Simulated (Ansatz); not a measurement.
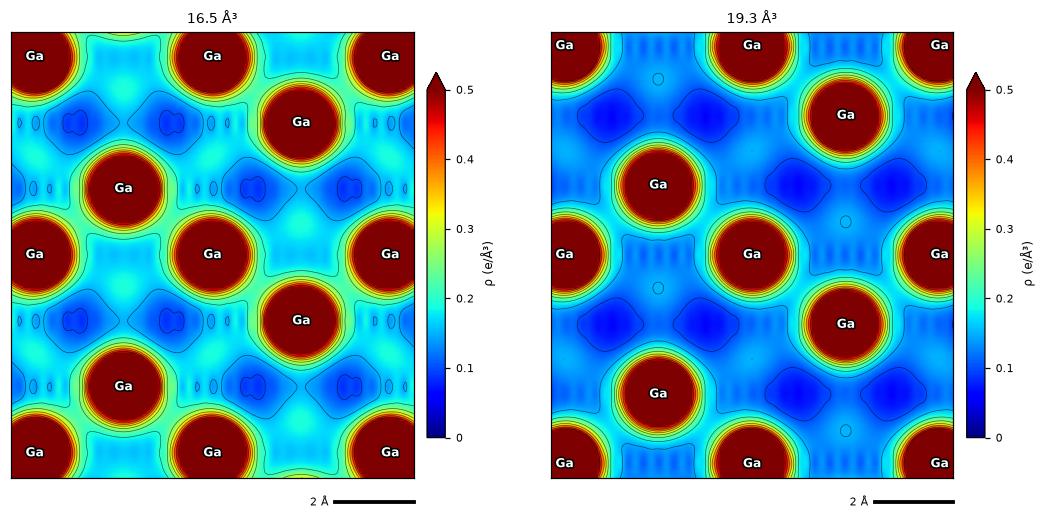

Ga. The valence charge density (pseudo) of cells scaled evenly to different volumes (given per atom above each panel), on the (110) plane of each (indices in the axes of the cell below), at one length scale and on one colour scale.

A generated structure, not necessarily the stable one.

All numbers below come from DFT, r2SCAN, plane waves (500 eV) with PAW, scalar-relativistic in Ansatz 0.2.0.

In a PAW calculation such maps are meaningful between the atoms, not at the nuclei.

The largest cell:

```yaml
crystal:
  lattice:
    - [3.06279, 0.00000, 0.00000]
    - [-1.53140, 2.65246, 0.00000]
    - [0.00000, 0.00000, 9.52161]
  atoms:
    - { symbol: Ga, position: [0.00000, 0.00000, 0.00000] }
    - { symbol: Ga, position: [0.00000, 0.00000, 0.50000] }
    - { symbol: Ga, position: [0.33333, 0.66667, 0.25000] }
    - { symbol: Ga, position: [0.66667, 0.33333, 0.75000] }
```

| volume (Å³/atom) | Ga–Ga contact in the plane (Å) | ρ at its midpoint (e/Å³) | pressure (GPa) | 
| --- | --- | --- | --- |
| 16.47 | 2.811 | 0.220 | 6.1 | 
| 17.19 | 2.851 | ? | ? | 
| 19.34 | 2.965 | 0.173 | −3.5 | 

Question: What values belong in the row with question marks?

Answer: Over the known rows ln ρ falls by 1.56 per Å of Ga–Ga distance (the line through the two), which gives 0.207 e/Å³ at 2.851 Å; the calculation gives 0.207 e/Å³. For the pressure, a straight line in volume between the neighbouring rows gives 3.7 GPa; the calculation gives 2.8, lower because pressure rises ever faster on compression.
